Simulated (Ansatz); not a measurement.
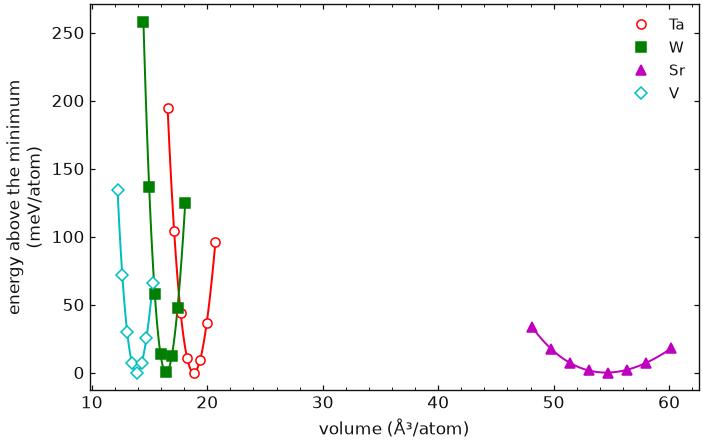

The figure shows the energy above the minimum against volume, with one curve for each element, for Sr, Ta, V and W (all in space group Fm-3m (No. 225)).

Method: third-order Birch-Murnaghan fit to density functional energies at scaled volumes of the given relaxed cell, shape and atoms relaxed at each volume; energies count from the fitted minimum; plane waves with PAW datasets, Γ-centred k mesh (Ansatz 0.2.0). Level: PBE, no spin polarisation.

- wave cutoff: 420 eV
- occupations: Gaussian
- smearing width: 0.1 eV

Settings that differ: Ta: k mesh 18×18×18; W: k mesh 18×18×18; Sr: k mesh 12×12×12; V: k mesh 18×18×18.

Question: Order the curves by fitted equilibrium volume, smallest first.

Answer: V 13.89, W 16.44, Ta 18.83, Sr 54.54 Å³/atom.

Question: Order the curves by fitted bulk modulus, smallest first.

Answer: Sr 12, V 176, Ta 190, W 283 GPa.
